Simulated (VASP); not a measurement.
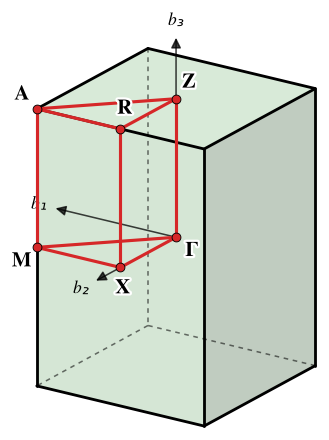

For SnO₂, the end point of a relaxation with VASP Kohn-Sham DFT of a periodic cell, rev-vdW-DF2, VASP PAW PBE potentials, recommended (VASP 6.6.1): the first Brillouin zone and its special points. All values are computed from the atomic coordinates in the standard setting (tolerance 0.002 Å).

Space group No. 136, P4_2/mnm; a = 4.790 Å, b = 4.790 Å, c = 3.239 Å, α = 90.00°, β = 90.00°, γ = 90.00°.

Labels and path follow the convention of Hinuma et al. (2017), as computed by seekpath; the arrows show the directions of the reciprocal primitive vectors b₁, b₂, b₃, in which coordinates are given; lengths include the factor 2π.

List the special points with their coordinates and distances from Γ.

```csv
point,k₁,k₂,k₃,length of k (1/Å)
Γ,0,0,0,0.000
Z,0,0,1/2,0.970
M,1/2,1/2,0,0.927
A,1/2,1/2,1/2,1.342
R,0,1/2,1/2,1.171
X,0,1/2,0,0.656
```

What is the zone's volume?

(2π)³ over the primitive cell's volume of 74.33 Å³: 3.34 Å⁻³.
